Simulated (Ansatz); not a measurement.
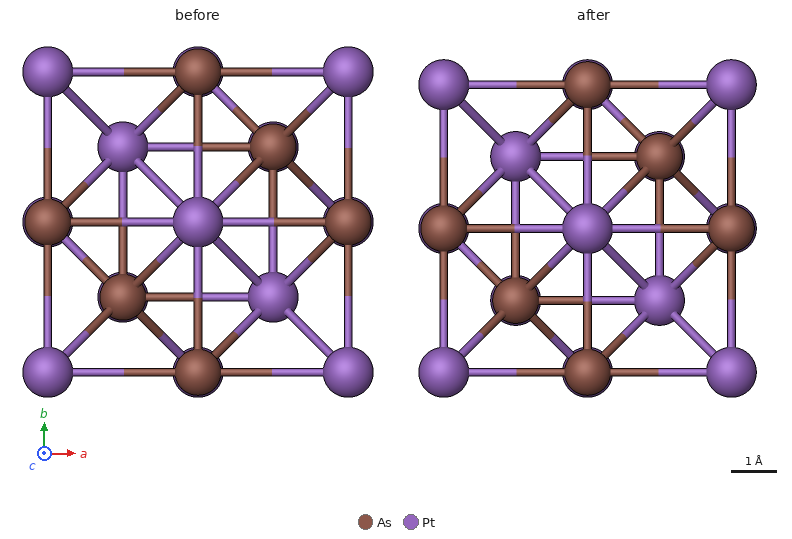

The structure of a crystal of AsPt (built on the NaTl (B32)_227 type) (coarse preliminary run) before (left) and after (right) a relaxation, at one scale.

Style: ball-and-stick. Shown: the conventional cell (4 times the calculation's cell), along the c axis. Lengths and directions refer to the drawn axes.

Case: NaTl (B32) type (Fd-3m, No. 227).

These are results of Ansatz, DFT PBE, scalar-relativistic, plane waves, PAW, not measurements.

Input
```yaml
crystal:
  lattice:
    - [0.0, 3.3827330009, 3.3827330009]
    - [3.3827330009, 0.0, 3.3827330009]
    - [3.3827330009, 3.3827330009, 0.0]
  atoms:
    - { symbol: As, position: [0.5, 0.5, 0.5] }
    - { symbol: As, position: [0.75, 0.75, 0.75] }
    - { symbol: Pt, position: [0.0, 0.0, 0.0] }
    - { symbol: Pt, position: [0.25, 0.25, 0.25] }
basis:
  ecutwfc: 420
kpoints:
  mp_grid: { grid: [4, 4, 4] }
hamiltonian:
  xc: pbe
scf:
  occupations: { method: gaussian, width: 0.1 }
  lower_state_search: "off"
output:
  forces: true
  stress: true
  eigenvalues: true
relax:
  adjacent_minimum: "off"
  f_tol: 0.04
  max_steps: 70
  cell: { stress_tol: 0.4 }
```

Launched with:
```bash
ansatz run input.yaml --threads 1 --pin off --max-ram 2560MiB --backend cpu --events-out ev --progress --plain --runs-dir out
```

Q: What changed between the two?

A: No atom moves by more than 0.005 Å relative to the cell. Cell: a = b = c 6.765 → 6.476 Å (−4.3 %). Volume −12.3 %. Among the contacts that change: As1–Pt3 3.383 → 3.238 Å, As1–Pt4 2.930 → 2.804 Å, Pt3–Pt4 2.930 → 2.804 Å. The space group stays Fd-3m (No. 227). Over 3 accepted moves (4 points after the start) the energy falls by 116 meV per atom. All forces vanish by symmetry, so only the cell relaxes. The pressure goes from −13.59 to −0.03 GPa. The SCF was repeated once at an unchanged geometry on a basis and grid sized afresh for the cell, which shifted the energy by 0.7 meV per atom at most.
